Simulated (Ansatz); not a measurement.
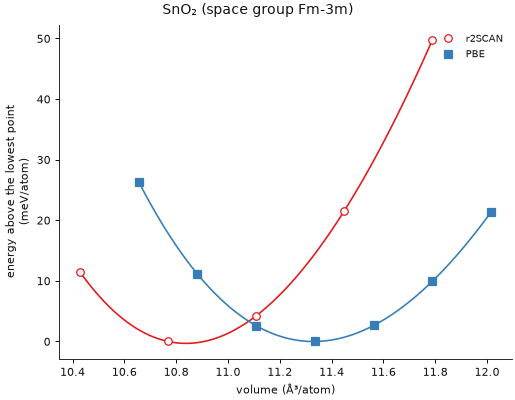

Calculation (Ansatz 0.2.0 development build): equation of state of a cubic crystal from periodic Kohn-Sham density functional theory without spin, third-order Birch-Murnaghan fit to the free energies; pressure corrected for the finite basis.

structure type fluorite; atoms in cell 3; space group number 225; lattice centring face-centred primitive; occupation method Fermi–Dirac; datasets soft-1 PAW; density tolerance 1e−07 eV; bands 17; density cutoff ratio 4; search for lower states default.

Figure. Energy above the lowest point against volume, with one curve for each functional, for SnO₂ (space group Fm-3m).

Settings that differ: r2SCAN: wave cutoff 500 eV, k mesh 12×12×12, occupation width 0.1 eV; PBE: wave cutoff 420 eV, k mesh 19×19×19, occupation width 0.0612 eV.

The fitted equilibrium volumes, smallest first, are r2SCAN 10.84, PBE 11.33 Å³/atom. The fitted bulk moduli, smallest first, are PBE 186, r2SCAN 227 GPa.

Note: cubic model structure, not the ambient form.
